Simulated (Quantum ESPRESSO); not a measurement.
# NaCl (Fm-3m): the LO frequency by hand

How high does the longitudinal optical mode of NaCl (Fm-3m) lie, given the transverse one, the Born charge and ε∞?

Main program and level: Quantum ESPRESSO 7.5; DFT LDA, scalar-relativistic, plane waves, PseudoDojo norm-conserving pseudopotentials.

The database entry behind the starting cell differs from later determinations by our own check (an axis about 0.4 % short against later determinations), so it need not match the best structure at ambient conditions.

**1. The relaxed structure**

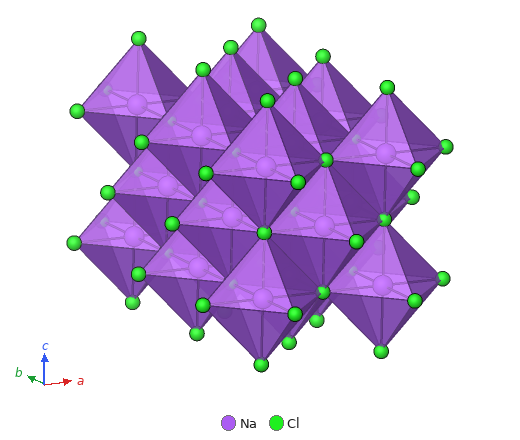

The starting structure, seen slightly off an axis (sodium purple, chlorine green). 1×2×1 cells are drawn. This picture shows the conventional cell, with its axes. Some periodic images of atoms are drawn too.

As a file:

```
CELL_PARAMETERS angstrom
0.00000 2.73307 2.73307
2.73307 0.00000 2.73307
2.73307 2.73307 0.00000
ATOMIC_POSITIONS crystal
Na 0.00000 0.00000 0.00000
Cl 0.50000 0.50000 0.50000
```

This is the cell after its relaxation at this level of theory, not the database cell from which that began.

**2. What the response run gave**

A linear-response run on the relaxed cell, with the response to an electric field; only its zone-centre results are used. Cutoff 88 Ry, k mesh 6×6×6.

Log:

```text
[banners, grids, parts of the stress and lines that vanish by symmetry left out]
Program PHONON v.7.5
     Reading xml data from directory:

[...]
Exchange-correlation= PW
                           (   1   4   0   0   0   0   0)
[...]
kinetic-energy cut-off    =      88.0000  Ry
     charge density cut-off    =     352.0000  Ry
     convergence threshold     =      1.0E-18
[...]
Exchange-correlation= PW
                           (   1   4   0   0   0   0   0)
[...]
q = (   0.0000000   0.0000000   0.0000000 )
     49 Sym.Ops. (with q -> -q+G )
     G cutoff =  475.6762  (  30731 G-vectors)     FFT grid: ( 45, 45, 45)
     number of k points=    16
[...]
Mode symmetry, O_h (m-3m)  point group:
[...]
Dielectric constant
[...]
End of electric fields calculation
          Dielectric constant in cartesian axis
          (       2.681599767      -0.000000000      -0.000000000 )
          (      -0.000000000       2.681599767      -0.000000000 )
          (      -0.000000000       0.000000000       2.681599767 )
          Effective charges (d Force / dE) in cartesian axis without acoustic sum rule applied (asr)
           atom    1  Na    Mean Z*:        1.07349
      Ex  (        1.07349        0.00000       -0.00000 )
      Ey  (       -0.00000        1.07349       -0.00000 )
      Ez  (       -0.00000       -0.00000        1.07349 )
           atom    2  Cl    Mean Z*:       -1.07569
      Ex  (       -1.07569       -0.00000        0.00000 )
      Ey  (       -0.00000       -1.07569        0.00000 )
      Ez  (        0.00000        0.00000       -1.07569 )
          Effective charges Sum: Mean:       -0.00220
[...]
Effective charges (d Force / dE) in cartesian axis with asr applied:
           atom    1  Na    Mean Z*:        1.07459
[...]
atom    2  Cl    Mean Z*:       -1.07459
[...]
Representation #   1 modes #   1   2   3
[...]
End of self-consistent calculation
     Convergence has been achieved
     Representation #   2 modes #   4   5   6
[...]
End of self-consistent calculation
     Convergence has been achieved
[...]
Dielectric constant in cartesian axis
          (       2.681599767      -0.000000000      -0.000000000 )
          (      -0.000000000       2.681599767      -0.000000000 )
          (      -0.000000000       0.000000000       2.681599767 )
          Effective charges (d Force / dE) in cartesian axis without acoustic sum rule applied (asr)
           atom    1  Na    Mean Z*:        1.07349
      Ex  (        1.07349        0.00000       -0.00000 )
      Ey  (       -0.00000        1.07349       -0.00000 )
      Ez  (       -0.00000       -0.00000        1.07349 )
           atom    2  Cl    Mean Z*:       -1.07569
      Ex  (       -1.07569       -0.00000        0.00000 )
      Ey  (       -0.00000       -1.07569        0.00000 )
      Ez  (        0.00000        0.00000       -1.07569 )
          Effective charges Sum: Mean:       -0.00220
[...]
Effective charges (d Force / dE) in cartesian axis with asr applied:
           atom    1  Na    Mean Z*:        1.07459
[...]
atom    2  Cl    Mean Z*:       -1.07459
[...]
q = (    0.000000000   0.000000000   0.000000000 )
[...]
freq (    1) =       0.115876 [THz] =       3.865204 [cm-1]
     freq (    2) =       0.115876 [THz] =       3.865204 [cm-1]
     freq (    3) =       0.115876 [THz] =       3.865204 [cm-1]
     freq (    4) =       5.650554 [THz] =     188.482194 [cm-1]
     freq (    5) =       5.650554 [THz] =     188.482194 [cm-1]
     freq (    6) =       5.650554 [THz] =     188.482194 [cm-1]
[...]
Mode symmetry, O_h (m-3m)  point group:
     freq (   1-   3) =          3.9  [cm-1]   --> T_1u G_15  G_4- I
     freq (   4-   6) =        188.5  [cm-1]   --> T_1u G_15  G_4- I

   JOB DONE.
```

```
                       quantity   value
             cell volume Ω (Å³)  40.830
                 mass of Na (u)  22.990
                 mass of Cl (u)  35.450
     Born charge of Na, raw (e)   1.073
     Born charge of Cl, raw (e)  -1.076
                             ε∞   2.682
ω(TO) after the sum rule (cm⁻¹)   188.4
```

**3. The calculation**

The charges must sum to zero over the cell; taking off their mean, -0.001 e, leaves Z* = 1.075 e on Na. In the polar mode Na moves against Cl, so the reduced mass is μ = 22.99 × 35.45 / 58.44 = 13.946 u.

A longitudinal wave builds up a field that adds to the restoring force: ω(LO)² = ω(TO)² + 4π Z*² / (μ Ω ε∞), in Hartree atomic units. With μ = 25422 electron masses and Ω = 275.54 bohr³ the second term is 7.7256e-07 Ha², or 37213 cm⁻² (1 Ha = 219474.6 cm⁻¹).

So ω(LO) = √(35502 + 37213) = 269.7 cm⁻¹, and by the Lyddane-Sachs-Teller relation ε₀ = ε∞ (ω(LO)/ω(TO))² = 5.49.

**4. Check against the program**

The analysis program adds the same non-analytic term to the full matrix, here for q along (1 0 0).

Log:

```text
[banner, memory and clock lines left out]
Program DYNMAT v.7.5

     Reading Dynamical Matrix from file g.dyn
     ...Force constants read
     ...epsilon and Z* read

     Polarizability (A^3 units)
     multiply by 0.640807 for Clausius-Mossotti correction
         5.463788   -0.000000   -0.000000
        -0.000000    5.463788    0.000000
        -0.000000   -0.000000    5.463788

     IR activities are in (D/A)^2/amu units

# mode   [cm-1]    [THz]      IR
    1     -0.00   -0.0000    0.0000
    2     -0.00   -0.0000    0.0000
    3     -0.00   -0.0000    0.0000
    4    188.42    5.6487    1.9103
    5    188.42    5.6487    1.9103
    6    269.66    8.0841    1.9103
```

ε₀ comes from the program's run without a direction of q.

```
    quantity  by hand  program
ω(LO) (cm⁻¹)    269.7    269.7
          ε₀     5.49     5.49
```

**5. Outcome**

```yaml
to_mode: 188.4 cm⁻¹
lo_mode: 269.7 cm⁻¹
static_dielectric_constant: 5.492
```

The LO mode of NaCl (Fm-3m) lies at 270 cm⁻¹, 81 cm⁻¹ above the TO mode; the formula meets the program within 0.1 cm⁻¹, as it must for a cubic crystal with one polar mode. ω(LO)² − ω(TO)² goes with Z*²/ε∞: an error of 5 % in ε∞ would move the LO mode by 3.3 cm⁻¹, and semilocal functionals tend to overestimate ε∞. These are harmonic values at zero temperature, at the volume of this functional, for the structure held cubic; stability elsewhere in the zone is no part of this calculation.

[Host names and launcher messages were left out of these logs when they were recorded.]

[Logs are printed without paths, hosts, clocks, repeated set-up lines and the standing remarks that a program may print on its own settings, such as how far it seeks lower states.]

[Hosts, paths, dates, database ids (printed as entryN), source tags and the programs' standing remarks are cut or masked in the printed files.]
